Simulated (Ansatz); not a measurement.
Li$_{8}$Nb$_{7}$O$_{24}$ (cell with a defect)

The calculation's input:

```
crystal:
  lattice:
    - [-5.2230013853, -3.0155012558, 4.5982845429]
    - [5.2230013853, -3.0155012558, 4.5982845429]
    - [0.0, 6.0310025116, 4.5982845429]
  atoms:
    - { symbol: Li, position: [0.3361622938, 0.3361622938, 0.3361622938] }
    - { symbol: Li, position: [0.7020716924, 0.6925555075, 0.2344653853] }
    - { symbol: Li, position: [0.6925555075, 0.2344653853, 0.7020716924] }
    - { symbol: Li, position: [0.2344653853, 0.7020716924, 0.6925555075] }
    - { symbol: Li, position: [0.6638377062, 0.6638377062, 0.6638377062] }
    - { symbol: Li, position: [0.2979283076, 0.3074444925, 0.7655346147] }
    - { symbol: Li, position: [0.3074444925, 0.7655346147, 0.2979283076] }
    - { symbol: Li, position: [0.7655346147, 0.2979283076, 0.3074444925] }
    - { symbol: Nb, position: [0.0, 0.0, 0.5] }
    - { symbol: Nb, position: [0.0, 0.5, 0.0] }
    - { symbol: Nb, position: [0.5, 0.0, 0.0] }
    - { symbol: Nb, position: [0.0, 0.5, 0.5] }
    - { symbol: Nb, position: [0.5, 0.0, 0.5] }
    - { symbol: Nb, position: [0.5, 0.5, 0.0] }
    - { symbol: Nb, position: [0.0, 0.0, 0.0] }
    - { symbol: O, position: [0.5626257401, 0.4398880068, 0.2382835247], spin: 0.167 }
    - { symbol: O, position: [0.0564170546, 0.9416230037, 0.2498599614] }
    - { symbol: O, position: [0.0699913325, 0.4491047663, 0.7505165956] }
    - { symbol: O, position: [0.5570168905, 0.9386915386, 0.7521725399] }
    - { symbol: O, position: [0.4398880068, 0.2382835247, 0.5626257401], spin: 0.167 }
    - { symbol: O, position: [0.9386915386, 0.7521725399, 0.5570168905] }
    - { symbol: O, position: [0.9416230037, 0.2498599614, 0.0564170546] }
    - { symbol: O, position: [0.4491047663, 0.7505165956, 0.0699913325] }
    - { symbol: O, position: [0.4373742599, 0.5601119932, 0.7617164753], spin: 0.167 }
    - { symbol: O, position: [0.9435829454, 0.0583769963, 0.7501400386] }
    - { symbol: O, position: [0.9300086675, 0.5508952337, 0.2494834044] }
    - { symbol: O, position: [0.4429831095, 0.0613084614, 0.2478274601] }
    - { symbol: O, position: [0.7617164753, 0.4373742599, 0.5601119932], spin: 0.167 }
    - { symbol: O, position: [0.2494834044, 0.9300086675, 0.5508952337] }
    - { symbol: O, position: [0.2478274601, 0.4429831095, 0.0613084614] }
    - { symbol: O, position: [0.7501400386, 0.9435829454, 0.0583769963] }
    - { symbol: O, position: [0.5601119932, 0.7617164753, 0.4373742599], spin: 0.167 }
    - { symbol: O, position: [0.0613084614, 0.2478274601, 0.4429831095] }
    - { symbol: O, position: [0.0583769963, 0.7501400386, 0.9435829454] }
    - { symbol: O, position: [0.5508952337, 0.2494834044, 0.9300086675] }
    - { symbol: O, position: [0.2382835247, 0.5626257401, 0.4398880068], spin: 0.167 }
    - { symbol: O, position: [0.7505165956, 0.0699913325, 0.4491047663] }
    - { symbol: O, position: [0.7521725399, 0.5570168905, 0.9386915386] }
    - { symbol: O, position: [0.2498599614, 0.0564170546, 0.9416230037] }
  host:
    lattice:
      - [2.6115006926, 1.5077506279, 4.5982845429]
      - [-2.6115006926, 1.5077506279, 4.5982845429]
      - [0.0, -3.0155012558, 4.5982845429]
    atoms:
      - { symbol: Li, position: [0.25, 0.25, 0.25] }
      - { symbol: Li, position: [0.75, 0.75, 0.75] }
      - { symbol: Nb, position: [0.5, 0.5, 0.5] }
      - { symbol: Nb, position: [0.0, 0.0, 0.0] }
      - { symbol: O, position: [0.1303704233, 0.3696295767, 0.75] }
      - { symbol: O, position: [0.3696295767, 0.75, 0.1303704233] }
      - { symbol: O, position: [0.8696295767, 0.6303704233, 0.25] }
      - { symbol: O, position: [0.25, 0.8696295767, 0.6303704233] }
      - { symbol: O, position: [0.6303704233, 0.25, 0.8696295767] }
      - { symbol: O, position: [0.75, 0.1303704233, 0.3696295767] }
basis:
  ecutwfc: 420
  xc_grid: 2
kpoints:
  mp_grid: { grid: [2, 2, 2], shift: [0.5, 0.5, 0.5] }
hamiltonian:
  xc: pbe
scf:
  occupations: { method: gaussian, width: 0.01 }
output:
  forces: true
  stress: false
  eigenvalues: true
  populations: true
  charged_corrections: { defect_position: [0.5, 0.5, 0.5] }
  write_density: true
  write_potential: true
  elf: true
  volumetric_format: npy
magnetization:
  spin_polarized: true
relax:
  adjacent_minimum: "off"
  f_tol: 0.025
  max_steps: 45
```

Launched as:

```sh
ansatz run input.yaml --threads 4 --pin off --max-ram 10240MiB --backend cpu --events-out ev --progress --plain --runs-dir out
```

Spin-polarised.

These are results of DFT PBE, scalar-relativistic, plane waves, PAW in Ansatz 0.2.0, not measurements.

In a PAW calculation such maps are meaningful between the atoms, not at the nuclei.

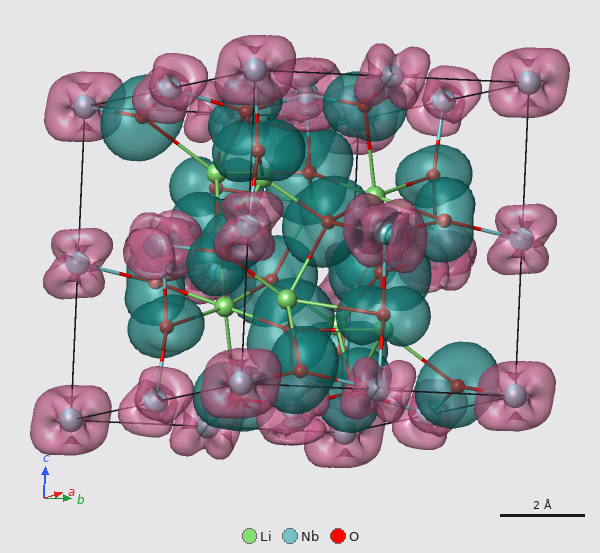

Figure 1. Isosurfaces of the spin density at +0.008 (teal) and −0.008 e/Å³ (pink), seen at an oblique angle. Sticks mark near contacts.

**Where is the spin, and how is it ordered?**

The spin density sits on O: +0.4 μB (×6) in one cell of 39 atoms, with smaller moments on other sites: O (up to +0.18 μB): parallel main moments (a ferromagnetic arrangement) in this solution. The cell of the calculation (39 atoms) carries 5.0 μB of net spin moment.

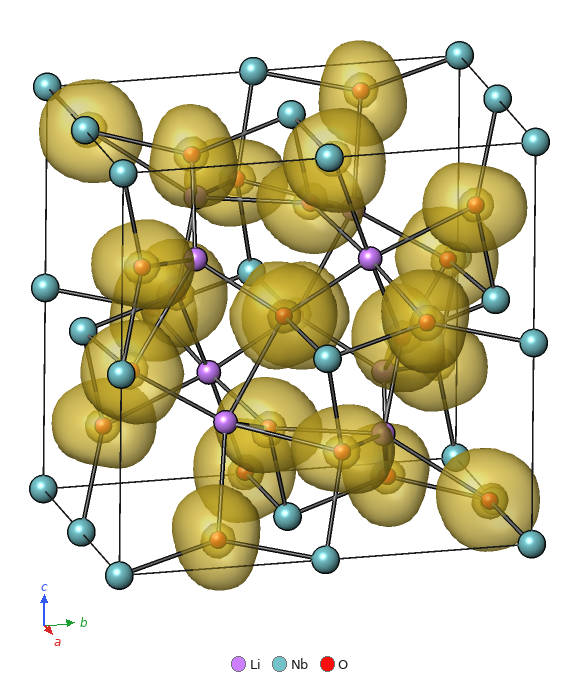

Figure 2. Isosurface of the ELF at 0.65 (yellow), seen slightly off an axis. Core shells and regions of very low density are left out. Sticks mark near contacts.

**What do the ELF domains correspond to?**

At this value the surface marks out 24 regions wrapped around O (the valence shell of each), counted in one cell of 39 atoms. Any copies at cell faces, edges or corners count once. Profiles from the grid: Li–O (1.91 Å): the ELF peaks at about 0.85 in the valence shell of O, 0.6 Å from its nucleus, and falls to about 0 next to Li: an ionic contact with no shared pair. Nb–O (1.92 Å): the ELF peaks at about 0.75 in the valence shell of O, 0.6 Å from its nucleus, and drops to about 0.25 between the two atoms (no localised pair shows between them).

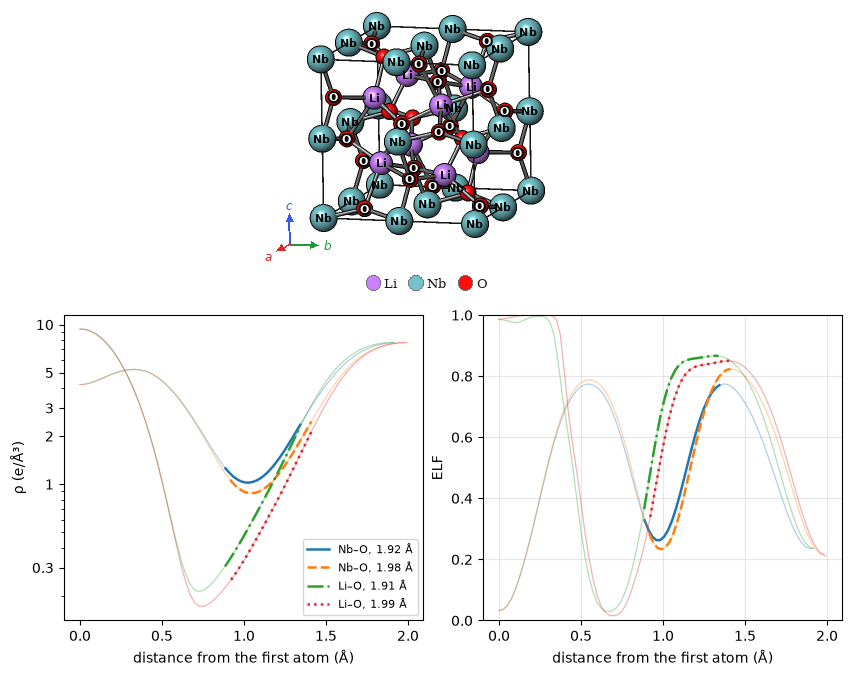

Figure 3. Valence charge density (pseudo) and electron localisation function along straight lines between neighbouring atoms. Thin, pale parts lie inside the atomic spheres. The structure is drawn too.

**What can be read from the curves?**

Nb–O (1.92 Å): the density is about 1.1 e/Å³ at the midpoint; the ELF peaks at about 0.75 in the valence shell of O, 0.6 Å from its nucleus, and drops to about 0.25 between the two atoms; no localised pair shows between them.
Nb–O (1.98 Å): ρ at the midpoint is about 0.91 e/Å³; the ELF peaks at about 0.80 in the valence shell of O, 0.6 Å from its nucleus, and drops to about 0.25 between the two atoms (no shared electron pair shows on this line).
Li–O (1.91 Å): ρ at the midpoint is about 0.4 e/Å³; the ELF peaks at about 0.85 in the valence shell of O, 0.6 Å from its nucleus, and falls to about 0 next to Li (a closed-shell, largely ionic contact).
Li–O (1.99 Å): ρ is about 0.33 e/Å³ halfway; the ELF peaks at about 0.85 in the valence shell of O, 0.6 Å from its nucleus, and falls to about 0 next to Li (a closed-shell, largely ionic contact).
